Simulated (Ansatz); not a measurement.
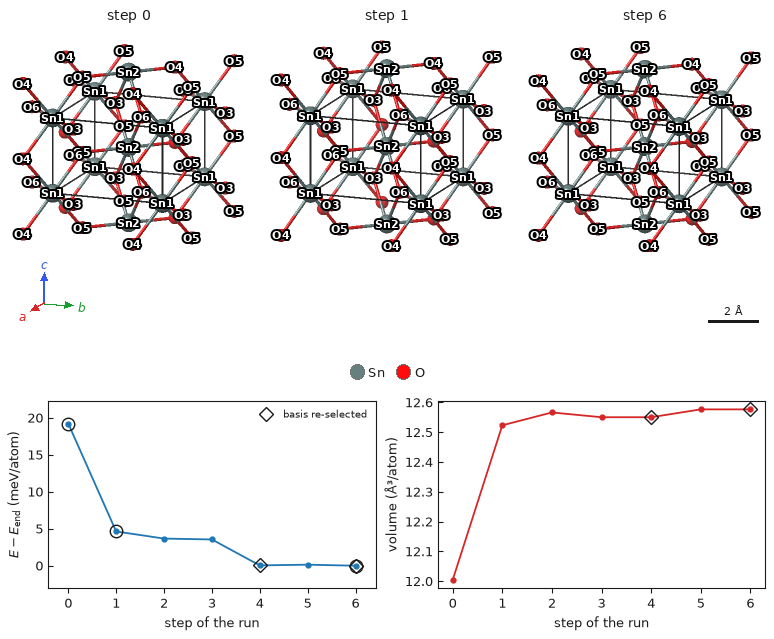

Frames of a relaxation of crystalline SnO₂ (built on the rutile type), marked on the history of the run. A ball-and-stick model of the cell of the calculation, seen slightly off an axis.

Level of theory: DFT, PBE, plane waves, PAW (Ansatz).

Input
```yaml
crystal:
  lattice:
    - [4.77877408, 0.0, 0.0]
    - [0.0, 4.77877408, 0.0]
    - [0.0, 0.0, 3.1539908928]
  atoms:
    - { symbol: Sn, position: [0.0, 0.0, 0.0] }
    - { symbol: Sn, position: [0.5, 0.5, 0.5] }
    - { symbol: O, position: [0.305, 0.305, 0.0] }
    - { symbol: O, position: [0.195, 0.805, 0.5] }
    - { symbol: O, position: [0.805, 0.195, 0.5] }
    - { symbol: O, position: [0.695, 0.695, 0.0] }
kpoints:
  mp_grid: { grid: [6, 6, 8] }
hamiltonian:
  xc: pbe
scf:
  occupations: { method: fermi_dirac, width: 0.02 }
relax:
  f_tol: 0.005
  cell: {}
```

Launched with:
```bash
ansatz run input.yaml --threads 2 --pin off --max-ram 20275MiB --backend cpu --events-out ev --progress --plain --runs-dir out
```

What happens along the run?

Answer. The largest moves relative to the cell, 0.011 Å, are those of O3, O4, O5 and O6. O3 goes along [1 1 0]. Sn stays in place. Cell: a = b 4.779 → 4.827 Å (+1.0 %), c 3.154 → 3.238 Å (+2.7 %). Volume +4.8 %. Near-neighbour distances that change, for instance: Sn1–O3 2.061 → 2.093 Å. The space group stays P4_2/mnm (No. 136). The energy falls by 19.2 meV per atom in 4 accepted moves (6 points after the start). Largest force component: 0.0034 eV/Å at the start, 0.00065 eV/Å at the end. The pressure goes from 9.81 to 0.01 GPa. At 2 points the geometry stayed and the basis and grid were re-selected for the new cell (energy shift of 3.5 meV per atom at most each time). From step 0 to 1: O atoms move most (0.02 Å), volume +4.3 %, energy −14.6 meV per atom. From step 1 to 6: volume +0.4 %, energy −4.6 meV per atom.

```json
{"step": "0", "E − E(0), meV/atom": "0.00", "largest force component, eV/Å": "0.0034", "pressure, GPa": "9.81", "volume, Å³/atom": "12.004", "note": ""}
{"step": "1", "E − E(0), meV/atom": "-14.58", "largest force component, eV/Å": "0.1367", "pressure, GPa": "0.29", "volume, Å³/atom": "12.523", "note": ""}
{"step": "2", "E − E(0), meV/atom": "-15.55", "largest force component, eV/Å": "0.0209", "pressure, GPa": "-0.24", "volume, Å³/atom": "12.566", "note": ""}
{"step": "3", "E − E(0), meV/atom": "-15.67", "largest force component, eV/Å": "0.0006", "pressure, GPa": "-0.01", "volume, Å³/atom": "12.551", "note": ""}
{"step": "4", "E − E(0), meV/atom": "-19.17", "largest force component, eV/Å": "0.0013", "pressure, GPa": "0.40", "volume, Å³/atom": "12.551", "note": "same geometry, new basis"}
{"step": "5", "E − E(0), meV/atom": "-19.08", "largest force component, eV/Å": "0.0007", "pressure, GPa": "0.00", "volume, Å³/atom": "12.577", "note": ""}
{"step": "6", "E − E(0), meV/atom": "-19.22", "largest force component, eV/Å": "0.0007", "pressure, GPa": "0.01", "volume, Å³/atom": "12.577", "note": "same geometry, new basis"}
```
